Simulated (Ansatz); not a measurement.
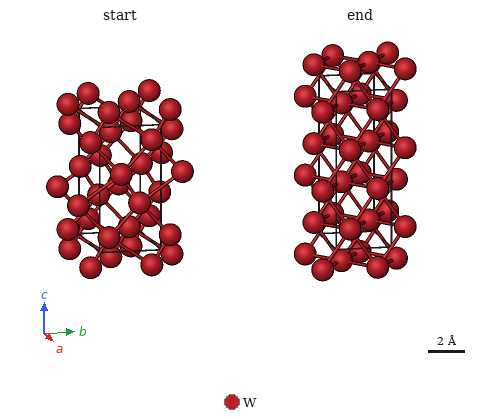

The structure of crystalline W (built on the iodine_64 type) (coarse preliminary run) before (left) and after (right) a relaxation, at one scale.

A ball-and-stick model of the conventional cell (2 times the calculation's cell), seen slightly off an axis. Lengths and directions refer to the drawn axes.

Case: iodine type (Cmce, No. 64).

All numbers below come from DFT r2SCAN, scalar-relativistic, plane waves, PAW in Ansatz.

Input file:
```yaml
crystal:
  lattice:
    - [2.657154857, -1.7561760909, 0.0]
    - [2.657154857, 1.7561760909, 0.0]
    - [0.0, 0.0, 7.1638799453]
  atoms:
    - { symbol: W, position: [0.85, 0.15, 0.117] }
    - { symbol: W, position: [0.65, 0.35, 0.617] }
    - { symbol: W, position: [0.15, 0.85, 0.883] }
    - { symbol: W, position: [0.35, 0.65, 0.383] }
basis:
  ecutwfc: 500
kpoints:
  mp_grid: { grid: [6, 6, 4] }
hamiltonian:
  xc: r2scan
scf:
  occupations: { method: gaussian, width: 0.1 }
  lower_state_search: "off"
output:
  forces: true
  stress: true
  eigenvalues: true
relax:
  adjacent_minimum: "off"
  f_tol: 0.04
  max_steps: 70
  cell: { stress_tol: 0.4 }
```

**Summarise the run.**

After 9 accepted moves (11 points after the start) the energy has fallen by 2506 meV per atom. Largest force component: 9.2 eV/Å at the start, 0.00036 eV/Å at the end. The pressure goes from 39.66 to 0.01 GPa. At 2 points the geometry stayed and the basis and grid were re-selected for the new cell (energy shift of 1.1 meV per atom at most each time). The largest moves relative to the cell, 0.32 Å, are those of W1, W2, W3 and W4. W3 goes roughly along −b. Cell: a 5.314 → 4.445 Å (−16.3 %), b 3.512 → 3.159 Å (−10.0 %), c 7.164 → 9.030 Å (+26.0 %). Volume −5.2 %. Some distances before and after: W1–W3 1.980 → 2.755 Å, W1–W1 3.185 → 2.727 Å, W1–W1 (another image) 3.512 → 3.159 Å, W1–W3 (another image) 2.976 → 2.755 Å. Among the angles between lasting bonds that change: W3–W1–W4 81.6° → 110.0°, W3–W1–W3 87.9° → 70.0°, W4–W1–W4 85.3° → 70.0°. The space group (tolerance 0.01 Å) goes from Cmce (No. 64) to Fmmm (No. 69).
